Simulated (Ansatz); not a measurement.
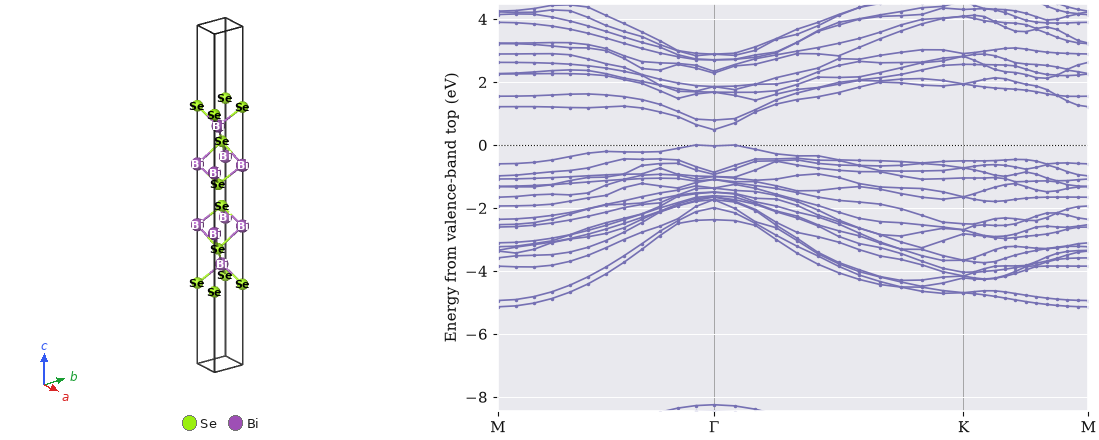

Band structure, beside the structure. Energies are counted from the top of the valence band.

Calculation on a (001) slab cut from Bi$_{2}$Se$_{3}$ (R-3m), ended by Se planes, 10 atoms in the cell.

Method: DFT PBE+D3(BJ), scalar-relativistic, plane waves, PAW, no spin polarisation, 9×9×1 k mesh, Gaussian smearing of 0.05 eV (Ansatz).

> Read off the fundamental gap and say whether it is direct.

The material is gapped. The gap along this path is 0.48 eV, from the valence-band top between M and Γ to the conduction-band bottom at Γ; the smallest direct gap, at Γ, is only slightly larger at 0.51 eV.

> How much do the top valence band and the lowest conduction band disperse along the path?

The top valence band spans 0.6 eV and the lowest conduction band 1.5 eV.

> What are the direct gaps at Γ, M and K?

The direct gaps are 0.51 eV at Γ, 1.81 eV at M and 2.44 eV at K.

Spin-orbit coupling is left out, which matters for Bi.
